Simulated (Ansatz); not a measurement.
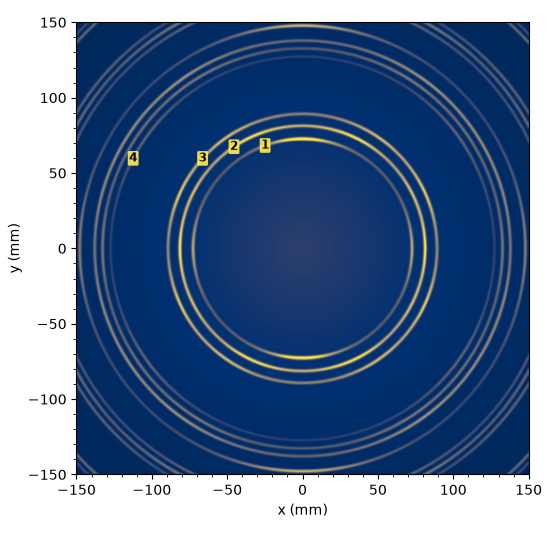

Simulated X-ray powder rings on a flat area detector normal to the beam: λ = 0.3100 Å, sample-to-detector distance 590 mm, axes in mm from the beam centre, beam polarised horizontally, for a sample with fibre texture (March–Dollase model, fibre axis vertical in the picture). Kinematic intensities with B = 0.3 Å² for all atoms, without absorption; brightness goes as intensity to the power 0.5, clipped at the top. Reflections closer than the ring width show as one ring.

The sample is Pd, space group Pm-3n, a = 5.064 Å, b = 5.064 Å, c = 5.064 Å, α = 90.00°, β = 90.00°, γ = 90.00°. It is based on the end point of a relaxation with DFT, RPBE, plane waves (420 eV) with PAW, scalar-relativistic (Ansatz 0.2.0); the starting structure was generated, so it need not be a known form of this composition.

**Measure the numbered rings and index them.**

```json
{"ring": "1", "radius": "72.7 mm", "2θ (°)": "7.02", "d (Å)": "2.53", "hkl": "200"}
{"ring": "2", "radius": "81.3 mm", "2θ (°)": "7.85", "d (Å)": "2.26", "hkl": "210"}
{"ring": "3", "radius": "89.2 mm", "2θ (°)": "8.60", "d (Å)": "2.07", "hkl": "211"}
{"ring": "4", "radius": "127.3 mm", "2θ (°)": "12.17", "d (Å)": "1.462", "hkl": "222"}
```

**Which lattice planes lie preferentially normal to the fibre axis?**

The (2 0 0) planes: ring 1 is concentrated at the top and bottom of the pattern (March parameter 0.35).
